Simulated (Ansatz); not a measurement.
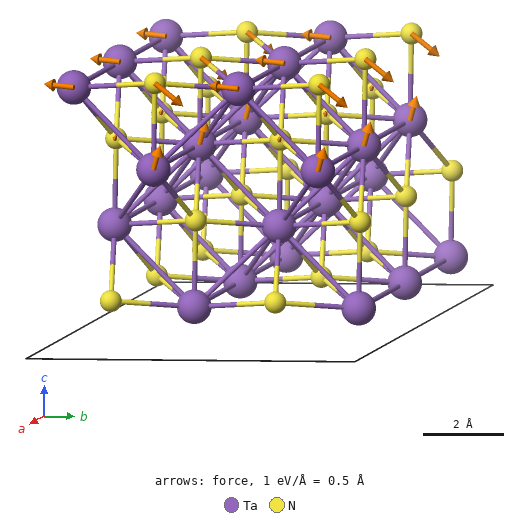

Starting geometry of a slab of composition TaN (cut from the P-6m2 phase) with the computed forces as orange arrows. A ball-and-stick model of the 3 × 2 repeat of the cell, outlined in the plane, without the vacuum, seen slightly off an axis.

Case: clean slab, lower half held. The slab is the (1 0 1) face of TaN. 4 atoms are held fixed.

Level of theory: DFT r2SCAN, scalar-relativistic, plane waves, PAW (Ansatz 0.2.0).

The input:
```yaml
crystal:
  lattice:
    - [2.9361543272, 0.0, 0.0]
    - [-1.4680771636, 3.8453577038, 0.0]
    - [0.0, 0.0, 23.0403695336]
  atoms:
    - { symbol: Ta, position: [0.4321940916, 0.8643881833, 0.3689176941] }
    - { symbol: "N", position: [0.71863291, 0.4372658199, 0.3827158316] }
    - { symbol: Ta, position: [0.1508270016, 0.3016540032, 0.4517065189] }
    - { symbol: "N", position: [0.4372658199, 0.8745316399, 0.4655046563] }
    - { symbol: Ta, position: [0.8694599116, 0.7389198231, 0.5344953437] }
    - { symbol: "N", position: [0.1558987299, 0.3117974598, 0.5482934811] }
    - { symbol: Ta, position: [0.5880928215, 0.1761856431, 0.6172841684] }
    - { symbol: "N", position: [0.8745316399, 0.7490632797, 0.6310823059] }
basis:
  ecutwfc: 500
kpoints:
  mp_grid: { grid: [10, 8, 1] }
hamiltonian:
  xc: r2scan
scf:
  occupations: { method: gaussian, width: 0.1 }
output:
  forces: true
  eigenvalues: true
  write_density: true
  write_potential: true
  elf: true
  volumetric_format: npy
relax:
  adjacent_minimum: "off"
  f_tol: 0.03
  max_steps: 70
  constraints: [{ sites: [0, 1, 2, 3] }]
efield:
  axis: 3
  dipole_correction: true
  ramp_width: 0.04
```

Run as
```bash
ansatz run input.yaml --threads 2 --pin off --max-ram 5120MiB --backend cpu --events-out ev --progress --plain --runs-dir out
```

What follows when this structure is relaxed?

It isn't relaxed: the largest force vector, on N8, is 1.87 eV/Å. The atoms end up moving mostly along the starting forces (cosine between the two patterns 0.86). The energy falls by 0.233 eV per cell of the calculation in 4 accepted moves (5 points after the start). The largest force component goes from 1.6 to 0.03 eV/Å. The line search rejected the trial step at point 3 of the run. The largest move is that of N8, 0.16 Å at 62° to the normal (−c side). Largest moves by element: N 0.16 Å, Ta 0.06 Å. The cell doesn't change. Near-neighbour distances that change, for instance: Ta7–N8 2.226 → 2.418 Å, Ta7–N8 (another image) 2.226 → 2.074 Å, Ta5–N8 2.226 → 2.140 Å, Ta5–Ta7 2.936 → 2.873 Å. Among the angles between lasting bonds that change: Ta7–N8–Ta7 82.5° → 90.1°, Ta5–N8–Ta7 82.5° → 85.9°, Ta7–N8–Ta7 135.2° → 132.6°. Cost: 7 min on 2 threads of Arm Neoverse V2 (shared host), peak memory 1.3 GiB.
